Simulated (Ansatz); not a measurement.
# Geometry relaxation of BN (part 1 of 2)

System: BN (P6₃/mmc, 4 atoms in the cell).
Method: DFT PBE, scalar-relativistic, plane waves, PAW, no spin polarisation (Ansatz 0.2.0).

The structure derives from a Materials Project entry. It belongs to a series of runs on one base structure; here: biaxial strain in the a-b plane, c and atoms relaxed: -2.0 %.

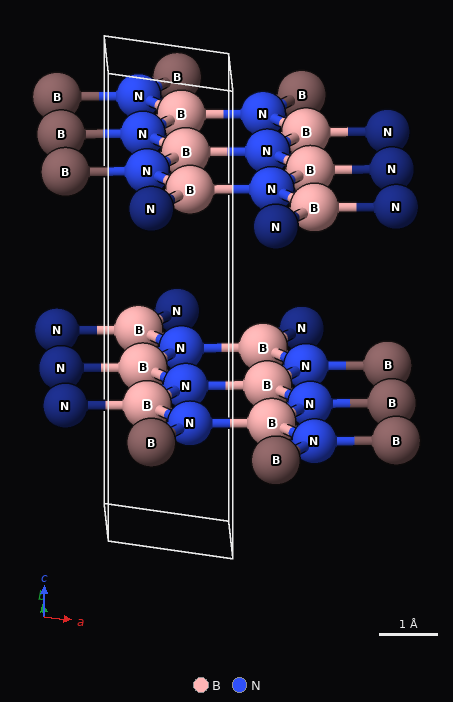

*The structure as given in the input (ball-and-stick view of the cell of the calculation, repeated 2 × 3 × 1, seen at an oblique angle; neighbours outside the cell are drawn fainter). An atom can appear more than once, as a periodic image.*

Near neighbours in the periodic cell (some may lie outside the picture): B has 3 N at 1.42 Å; N has 3 B at 1.42 Å.

**Results in brief**

| quantity | value |
| --- | --- |
| outcome | converged |
| space group (tolerance 0.01 Å) | P6₃/mmc (194) |
| electrons treated | 16 |
| free energy | −1084.7596 eV |
| Fermi energy | 4.870 eV |
| gap on the k-point mesh | 4.31 eV |
| pressure | 12.26 GPa |
| final volume | 44.56 Å³ |
| largest force (length of the vector) at the end | under 0.001 eV/Å |
| final cell | a = 2.462 Å, b = 2.462 Å, c = 8.490 Å, α = 90.00°, β = 90.00°, γ = 120.00° |
| hardware | 1 thread of Intel Xeon (Granite Rapids), 32 GiB of memory available, shared host |
| wall time | 8.5 s |
| peak memory | 0.39 GiB |

**Input**
```yaml
crystal:
  lattice:
    - [2.4619375385, 0.0, 0.0]
    - [-1.2309687693, 2.1321004509, 0.0]
    - [0.0, 0.0, 8.4432793432]
  atoms:
    - { symbol: B, position: [0.3333333333, 0.6666666667, 0.25] }
    - { symbol: B, position: [0.6666666667, 0.3333333333, 0.75] }
    - { symbol: "N", position: [0.3333333333, 0.6666666667, 0.75] }
    - { symbol: "N", position: [0.6666666667, 0.3333333333, 0.25] }
basis:
  ecutwfc: 420
kpoints:
  mp_grid: { grid: [12, 12, 4] }
hamiltonian:
  xc: pbe
scf:
  occupations: { method: gaussian, width: 0.02 }
output:
  forces: true
  stress: true
  eigenvalues: true
relax:
  adjacent_minimum: "off"
  f_tol: 0.008
  max_steps: 40
  cell: { stress_tol: 0.015, fix: [a, b, gamma] }
```

Launched with:
```bash
ansatz run input.yaml --threads 1 --pin off --max-ram 2560MiB --backend cpu --events-out ev --progress --plain --runs-dir out
```

**The program's output**
```
Engine: ansatz 0.2.0, x86_64-unknown-linux-gnu
Pseudopotentials: kind: paw
Pseudopotential: B, paw, valence charge 3, recommended cutoff 420 eV (normal), B.paw.azcp
Pseudopotential: N, paw, valence charge 5, recommended cutoff 420 eV (normal), N.paw.azcp
Functional definition: PBE
  parameter kappa = 0.804
  parameter beta = 0.06672455060314922
  exchange = pbe_x(kappa = kappa, mu = beta*pi^2/3)
  correlation = pbe_c(beta = beta)
Crystal: 4 atoms, lattice volume = 44.320 Å³
Basis set: ecut = 420 eV, 839 PW (Γ), exchange–correlation on 36×36×120 points (8 copies of the dense FFT grid, shifted against one another)
Bands: 12, of which v1, the nominal top of the filled ones, is band 8 counted from 1 (7 counted from 0)
Symmetry: 24 space group operations
Space group: P63/mmc (ITA 194), of the structure as read, at distance tolerance 3.5e-5 Å
k-points: 57 of 576
Non-local potential: B, projectors of the file, l = 0: 2, l = 1: 2, l = 2: 1
Non-local potential: N, projectors of the file, l = 0: 2, l = 1: 2, l = 2: 1
PAW form: soft (Blöchl's): semilocal exchange-correlation on the pseudo side does not see the compensation charge
PAW one-centre angular grid: B, 110 points (default); XC on 64 Gauss nodes
PAW one-centre angular grid: N, 110 points (default); XC on 64 Gauss nodes
Initial density: superposition of atomic densities (neutral atoms: chi_scale 0, normalization atom), corrected by the library's trained network
Initial wavefunctions: pseudopotential atomic-orbital guess
Functional: x = pbe(κ = 0.804, μ = 0.2195149727645171), c = pbe(β = 0.06672455060314922)
SCF iter   1: F=—  HF=-1084.756775 eV  |F-HF|=—  |Δ(HF+E_count)|=         —  Δρ=2.97e-3  dr2=1.15e-3  ethr=1.77e-3  ⟨swp⟩=6.6  Hψ=4346  notcnv=0
preconditioner: auto → none  [insulator: Δε(μ)=4.280 eV  Ē_g=15.730 eV  σ=0.020 eV  W_gap=1.00  n_scr=6 (ndim 8)  ℏωp=22.3 eV  f_vac=0.245  D(μ)=0.00/eV (n_scr^D=0)  ε∞_Penn≈3.0]
SCF iter   2: F=—  HF=-1084.758795 eV  |F-HF|=—  |Δ(HF+E_count)|=   2.02e-3  Δρ=1.35e-3  dr2=2.23e-4  ethr=7.18e-6  ⟨swp⟩=2.4  Hψ=1757  notcnv=0
SCF iter   3: F=—  HF=-1084.759414 eV  |F-HF|=—  |Δ(HF+E_count)|=   6.19e-4  Δρ=5.70e-4  dr2=4.54e-5  ethr=1.39e-6  ⟨swp⟩=2.0  Hψ=1232  notcnv=0
SCF iter   4: F=—  HF=-1084.759539 eV  |F-HF|=—  |Δ(HF+E_count)|=   1.25e-4  Δρ=4.07e-5  dr2=4.35e-7  ethr=2.84e-7  ⟨swp⟩=2.0  Hψ=1294  notcnv=0
iter 5 did not close the SCF: its close was put off for the readings that it lacked (scf_convergence_deferred on its scf_iter line)
SCF iter   5: F=-1084.759540 eV  HF=-1084.759540 eV  |F-HF|=1.50e-8  |Δ(HF+E_count)|=   1.02e-6  Δρ=5.77e-6  dr2=1.40e-8  ethr=2.72e-9  ⟨swp⟩=2.1  Hψ=1104  notcnv=0
SCF iter   6: F=-1084.759540 eV  HF=-1084.759540 eV  |F-HF|=4.59e-10  |Δ(HF+E_count)|=   1.98e-8  Δρ=1.18e-6  dr2=3.21e-10  ethr=8.76e-11  ⟨swp⟩=2.4  Hψ=2524  notcnv=0
SCF 1 converged in 6 iterations: F = -1084.759540 eV  dr2 = 3.21e-10
  greatest PAW one-centre occupation: 0.803 electrons in one spin orbital (limit 2), on the N atom at site 3 (counted from 0), in its partial waves of l = 0
relax step   1: F+E_penalty+E_count = -1084.75953976 eV  Δ(F+E_penalty+E_count) = +0.000e0 eV  max|allowed force component| = 1.110e-16 eV/Å  Δτ_max = 0.0000 Å  P = +12.329 GPa  Ω = 44.320 Å³  fix = [a, b, gamma]  reactions: a +18.481, b +18.481 GPa  (6 SCF iters, dr2 threshold 1.00e-7 eV, accepted)
Crystal: 4 atoms, lattice volume = 44.342 Å³
Initial density: handed on by an earlier stage of this run
Initial wavefunctions: those handed on with the density
iter 1 solved again at ethr=2.52e-8 eV; its pass at ethr=3.10e-3 eV (dr2=4.03e-6 eV) is discarded
SCF iter   1: F=—  HF=-1084.759448 eV  |F-HF|=—  |Δ(HF+E_count)|=         —  Δρ=6.23e-5  dr2=3.06e-6  ethr=2.52e-8  ⟨swp⟩=2.0  Hψ=5046  notcnv=0
preconditioner: auto → none  [insulator: Δε(μ)=4.319 eV  Ē_g=15.741 eV  σ=0.020 eV  W_gap=1.00  n_scr=6 (ndim 8)  ℏωp=22.3 eV  f_vac=0.241  D(μ)=0.00/eV (n_scr^D=0)  ε∞_Penn≈3.0]
SCF iter   2: F=—  HF=-1084.759467 eV  |F-HF|=—  |Δ(HF+E_count)|=   1.94e-5  Δρ=3.33e-5  dr2=3.69e-7  ethr=1.91e-8  ⟨swp⟩=2.0  Hψ=1090  notcnv=0
SCF iter   3: F=—  HF=-1084.759466 eV  |F-HF|=—  |Δ(HF+E_count)|=   8.89e-7  Δρ=1.04e-5  dr2=5.04e-8  ethr=2.31e-9  ⟨swp⟩=2.3  Hψ=1106  notcnv=0
SCF iter   4: F=—  HF=-1084.759466 eV  |F-HF|=—  |Δ(HF+E_count)|=   9.08e-9  Δρ=2.96e-6  dr2=1.72e-9  ethr=3.15e-10  ⟨swp⟩=3.0  Hψ=1173  notcnv=0
SCF iter   5: F=-1084.759466 eV  HF=-1084.759466 eV  |F-HF|=8.41e-12  |Δ(HF+E_count)|=   1.62e-9  Δρ=2.17e-7  dr2=9.66e-12  ethr=8.24e-12  ⟨swp⟩=4.0  Hψ=2281  notcnv=0
SCF 2 converged in 5 iterations: F = -1084.759466 eV  dr2 = 9.66e-12
relax step   2: F+E_penalty+E_count = -1084.75946638 eV  Δ(F+E_penalty+E_count) = +7.338e-5 eV  max|allowed force component| = 5.944e-16 eV/Å  Δτ_max = 0.0000 Å  P = +12.319 GPa  Ω = 44.342 Å³  energy of the carried Pulay correction = -7.616e-5 eV  fix = [a, b, gamma]  reactions: a +18.470, b +18.470 GPa  (5 SCF iters, dr2 threshold 1.32e-9 eV, accepted)
Crystal: 4 atoms, lattice volume = 44.404 Å³
iter 1 solved again at ethr=1.89e-7 eV; its pass at ethr=3.10e-3 eV (dr2=3.02e-5 eV) is discarded
SCF iter   1: F=—  HF=-1084.759248 eV  |F-HF|=—  |Δ(HF+E_count)|=         —  Δρ=1.70e-4  dr2=2.29e-5  ethr=1.89e-7  ⟨swp⟩=2.0  Hψ=5025  notcnv=0
preconditioner: auto → none  [insulator: Δε(μ)=4.313 eV  Ē_g=15.736 eV  σ=0.020 eV  W_gap=1.00  n_scr=6 (ndim 8)  ℏωp=22.3 eV  f_vac=0.242  D(μ)=0.00/eV (n_scr^D=0)  ε∞_Penn≈3.0]
SCF iter   2: F=—  HF=-1084.759260 eV  |F-HF|=—  |Δ(HF+E_count)|=   1.25e-5  Δρ=9.10e-5  dr2=2.75e-6  ethr=1.43e-7  ⟨swp⟩=2.0  Hψ=1113  notcnv=0
SCF iter   3: F=—  HF=-1084.759261 eV  |F-HF|=—  |Δ(HF+E_count)|=   8.01e-7  Δρ=2.85e-5  dr2=3.79e-7  ethr=1.72e-8  ⟨swp⟩=2.3  Hψ=1122  notcnv=0
SCF iter   4: F=—  HF=-1084.759261 eV  |F-HF|=—  |Δ(HF+E_count)|=   1.80e-7  Δρ=8.09e-6  dr2=1.29e-8  ethr=2.37e-9  ⟨swp⟩=2.9  Hψ=1164  notcnv=0
SCF iter   5: F=-1084.759261 eV  HF=-1084.759261 eV  |F-HF|=3.05e-11  |Δ(HF+E_count)|=   1.27e-8  Δρ=5.73e-7  dr2=6.73e-11  ethr=4.42e-12  ⟨swp⟩=3.1  Hψ=2845  notcnv=0
SCF 3 converged in 5 iterations: F = -1084.759261 eV  dr2 = 6.73e-11
relax step   3: F+E_penalty+E_count = -1084.75926112 eV  Δ(F+E_penalty+E_count) = +2.053e-4 eV  max|allowed force component| = 8.421e-16 eV/Å  Δτ_max = 0.0000 Å  P = +12.294 GPa  Ω = 44.404 Å³  energy of the carried Pulay correction = -2.847e-4 eV  fix = [a, b, gamma]  reactions: a +18.441, b +18.441 GPa  (5 SCF iters, dr2 threshold 7.07e-10 eV, accepted)
Initial wavefunctions: pseudopotential atomic-orbital guess (no wavefunctions were taken with the density)
iter 1 solved again at ethr=1.63e-8 eV; its pass at ethr=3.10e-3 eV (dr2=2.61e-6 eV) is discarded
SCF iter   1: F=—  HF=-1084.759497 eV  |F-HF|=—  |Δ(HF+E_count)|=         —  Δρ=1.25e-5  dr2=9.43e-9  ethr=1.63e-8  ⟨swp⟩=3.5  Hψ=6515  notcnv=0
preconditioner: auto → none  [insulator: Δε(μ)=4.317 eV  Ē_g=15.739 eV  σ=0.020 eV  W_gap=1.00  n_scr=6 (ndim 8)  ℏωp=22.3 eV  f_vac=0.242  D(μ)=0.00/eV (n_scr^D=0)  ε∞_Penn≈3.0]
SCF iter   2: F=—  HF=-1084.759515 eV  |F-HF|=—  |Δ(HF+E_count)|=   1.88e-5  Δρ=5.96e-6  dr2=2.23e-9  ethr=5.89e-11  ⟨swp⟩=3.0  Hψ=1315  notcnv=0
SCF iter   3: F=—  HF=-1084.759515 eV  |F-HF|=—  |Δ(HF+E_count)|=   1.10e-8  Δρ=2.25e-6  dr2=3.87e-10  ethr=1.39e-11  ⟨swp⟩=2.4  Hψ=1083  notcnv=0
SCF iter   4: F=—  HF=-1084.759515 eV  |F-HF|=—  |Δ(HF+E_count)|=   1.63e-9  Δρ=2.26e-7  dr2=4.88e-12  ethr=2.42e-12  ⟨swp⟩=2.0  Hψ=1140  notcnv=0
SCF iter   5: F=-1084.759515 eV  HF=-1084.759515 eV  |F-HF|=3.41e-12  |Δ(HF+E_count)|=  2.98e-11  Δρ=6.03e-8  dr2=5.27e-13  ethr=1.00e-12  ⟨swp⟩=5.2  Hψ=2632  notcnv=0
SCF 4 converged in 5 iterations: F = -1084.759515 eV  dr2 = 5.27e-13
relax step   4: F+E_penalty+E_count = -1084.75951546 eV  Δ(F+E_penalty+E_count) = -2.543e-4 eV  max|allowed force component| = 8.421e-16 eV/Å  Δτ_max = 0.0000 Å  P = +12.303 GPa  Ω = 44.404 Å³  fix = [a, b, gamma]  reactions: a +18.446, b +18.446 GPa  stress off target by 1.88e-2 GPa on what of the cell is left free  SCF on the basis re-selected at this cell (its energy is not comparable with the rows above)  (5 SCF iters)
basis re-selected at this cell: Δ(F+E_penalty+E_count) = -2.543e-4 eV, ΔP = +0.010 GPa vs the last step (what re-selecting the basis moved, of the pressure what is left beyond the Pulay correction that the steps carried, after the strain that the cell walked since its last selection, with what the two solves' SCF thresholds leave and, on support functions, any second-order correction that the steps lacked; it is no measure of the basis error at this ecutwfc). This SCF's stress stands 1.88e-2 GPa from its target on what of the cell is left free (relax.cell.stress_tol is 1.50e-2 GPa) and its largest allowed force component is 8.42e-16 eV/Å (relax.f_tol is 8.00e-3 eV/Å): not within both, so this SCF does not close the relaxation
Crystal: 4 atoms, lattice volume = 44.473 Å³
iter 1 solved again at ethr=2.40e-7 eV; its pass at ethr=3.10e-3 eV (dr2=3.83e-5 eV) is discarded
SCF iter   1: F=—  HF=-1084.759275 eV  |F-HF|=—  |Δ(HF+E_count)|=         —  Δρ=1.91e-4  dr2=2.90e-5  ethr=2.40e-7  ⟨swp⟩=2.0  Hψ=5017  notcnv=0
preconditioner: auto → none  [insulator: Δε(μ)=4.309 eV  Ē_g=15.733 eV  σ=0.020 eV  W_gap=1.00  n_scr=6 (ndim 8)  ℏωp=22.3 eV  f_vac=0.242  D(μ)=0.00/eV (n_scr^D=0)  ε∞_Penn≈3.0]
SCF iter   2: F=—  HF=-1084.759284 eV  |F-HF|=—  |Δ(HF+E_count)|=   9.67e-6  Δρ=1.02e-4  dr2=3.48e-6  ethr=1.81e-7  ⟨swp⟩=2.0  Hψ=1121  notcnv=0
SCF iter   3: F=—  HF=-1084.759284 eV  |F-HF|=—  |Δ(HF+E_count)|=   4.74e-7  Δρ=3.20e-5  dr2=4.81e-7  ethr=2.18e-8  ⟨swp⟩=2.3  Hψ=1123  notcnv=0
SCF iter   4: F=—  HF=-1084.759284 eV  |F-HF|=—  |Δ(HF+E_count)|=   3.47e-7  Δρ=9.10e-6  dr2=1.64e-8  ethr=3.01e-9  ⟨swp⟩=2.9  Hψ=1165  notcnv=0
SCF iter   5: F=-1084.759284 eV  HF=-1084.759284 eV  |F-HF|=4.37e-11  |Δ(HF+E_count)|=   1.60e-8  Δρ=6.31e-7  dr2=7.95e-11  ethr=5.53e-12  ⟨swp⟩=3.1  Hψ=2882  notcnv=0
SCF 5 converged in 5 iterations: F = -1084.759284 eV  dr2 = 7.95e-11
relax step   5: F+E_penalty+E_count = -1084.75928414 eV  Δ(F+E_penalty+E_count) = +2.313e-4 eV  max|allowed force component| = 3.331e-16 eV/Å  Δτ_max = 0.0000 Å  P = +12.279 GPa  Ω = 44.473 Å³  energy of the carried Pulay correction = -2.363e-4 eV  fix = [a, b, gamma]  reactions: a +18.416, b +18.416 GPa  (5 SCF iters, dr2 threshold 8.85e-10 eV, accepted)
Crystal: 4 atoms, lattice volume = 44.493 Å³
iter 1 solved again at ethr=1.87e-8 eV; its pass at ethr=3.10e-3 eV (dr2=2.99e-6 eV) is discarded
SCF iter   1: F=—  HF=-1084.759202 eV  |F-HF|=—  |Δ(HF+E_count)|=         —  Δρ=5.35e-5  dr2=2.27e-6  ethr=1.87e-8  ⟨swp⟩=2.0  Hψ=5042  notcnv=0
preconditioner: auto → none  [insulator: Δε(μ)=4.312 eV  Ē_g=15.734 eV  σ=0.020 eV  W_gap=1.00  n_scr=6 (ndim 8)  ℏωp=22.3 eV  f_vac=0.243  D(μ)=0.00/eV (n_scr^D=0)  ε∞_Penn≈3.0]
SCF iter   2: F=—  HF=-1084.759218 eV  |F-HF|=—  |Δ(HF+E_count)|=   1.61e-5  Δρ=2.87e-5  dr2=2.76e-7  ethr=1.42e-8  ⟨swp⟩=2.0  Hψ=1102  notcnv=0
SCF iter   3: F=—  HF=-1084.759218 eV  |F-HF|=—  |Δ(HF+E_count)|=   3.75e-7  Δρ=9.00e-6  dr2=3.79e-8  ethr=1.73e-9  ⟨swp⟩=2.2  Hψ=1100  notcnv=0
SCF iter   4: F=—  HF=-1084.759218 eV  |F-HF|=—  |Δ(HF+E_count)|=   7.90e-9  Δρ=2.58e-6  dr2=1.32e-9  ethr=2.37e-10  ⟨swp⟩=3.0  Hψ=1173  notcnv=0
SCF iter   5: F=—  HF=-1084.759218 eV  |F-HF|=—  |Δ(HF+E_count)|=   1.32e-9  Δρ=1.86e-7  dr2=6.91e-12  ethr=8.24e-12  ⟨swp⟩=2.9  Hψ=1127  notcnv=0
SCF iter   6: F=-1084.759218 eV  HF=-1084.759218 eV  |F-HF|=4.55e-13  |Δ(HF+E_count)|=  1.09e-11  Δρ=2.38e-8  dr2=1.52e-13  ethr=1.00e-12  ⟨swp⟩=5.0  Hψ=2665  notcnv=0
SCF 6 converged in 6 iterations: F = -1084.759218 eV  dr2 = 1.52e-13
relax step   6: F+E_penalty+E_count = -1084.75921770 eV  Δ(F+E_penalty+E_count) = +6.644e-5 eV  max|allowed force component| = 6.037e-16 eV/Å  Δτ_max = 0.0000 Å  P = +12.272 GPa  Ω = 44.493 Å³  energy of the carried Pulay correction = -3.030e-4 eV  fix = [a, b, gamma]  reactions: a +18.408, b +18.408 GPa  (6 SCF iters, accepted)
iter 1 solved again at ethr=1.18e-8 eV; its pass at ethr=3.10e-3 eV (dr2=1.89e-6 eV) is discarded
SCF iter   1: F=—  HF=-1084.759515 eV  |F-HF|=—  |Δ(HF+E_count)|=         —  Δρ=1.58e-5  dr2=1.44e-8  ethr=1.18e-8  ⟨swp⟩=3.6  Hψ=6569  notcnv=0
preconditioner: auto → none  [insulator: Δε(μ)=4.313 eV  Ē_g=15.735 eV  σ=0.020 eV  W_gap=1.00  n_scr=6 (ndim 8)  ℏωp=22.3 eV  f_vac=0.242  D(μ)=0.00/eV (n_scr^D=0)  ε∞_Penn≈3.0]
SCF iter   2: F=—  HF=-1084.759532 eV  |F-HF|=—  |Δ(HF+E_count)|=   1.70e-5  Δρ=7.65e-6  dr2=3.40e-9  ethr=8.98e-11  ⟨swp⟩=3.0  Hψ=1324  notcnv=0
SCF iter   3: F=—  HF=-1084.759532 eV  |F-HF|=—  |Δ(HF+E_count)|=   8.18e-8  Δρ=2.49e-6  dr2=8.16e-10  ethr=2.12e-11  ⟨swp⟩=2.0  Hψ=1118  notcnv=0
SCF iter   4: F=—  HF=-1084.759532 eV  |F-HF|=—  |Δ(HF+E_count)|=   6.52e-9  Δρ=3.14e-7  dr2=9.56e-12  ethr=5.10e-12  ⟨swp⟩=2.0  Hψ=1140  notcnv=0
SCF iter   5: F=-1084.759532 eV  HF=-1084.759532 eV  |F-HF|=1.23e-11  |Δ(HF+E_count)|=  1.26e-10  Δρ=9.24e-8  dr2=1.25e-12  ethr=1.00e-12  ⟨swp⟩=5.1  Hψ=2763  notcnv=0
SCF 7 converged in 5 iterations: F = -1084.759532 eV  dr2 = 1.25e-12
```
